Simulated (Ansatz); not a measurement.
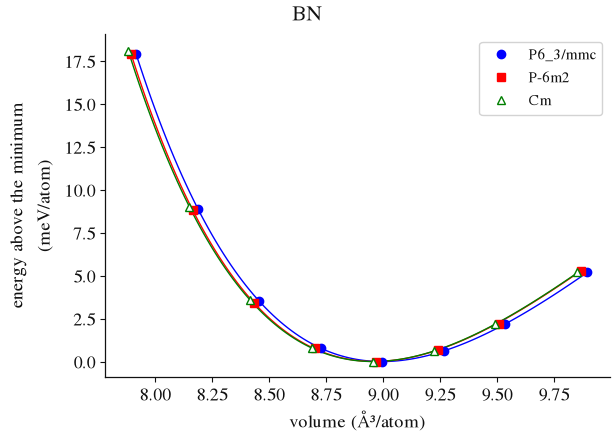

The plot gives the computed energy above the minimum against volume, with one curve for each structure, for BN. Each energy curve has its own zero, so the curves don't rank the structures.

Calculation (Ansatz 0.2.0): third-order Birch-Murnaghan fit to density functional energies at scaled volumes of the given relaxed cell, shape and atoms relaxed at each volume; energies count from the fitted minimum; plane waves with PAW datasets, Γ-centred k mesh. Level: PBE with D3(BJ), no spin polarisation.

wave cutoff 420 eV; occupations Gaussian; smearing width 0.02 eV.

Settings that differ: P6_3/mmc: k mesh 12×12×4; P-6m2: k mesh 12×12×4; Cm: k mesh 12×12×12.

Caveats: pressure derivative unusual; structure snapped to symmetry (Cm).
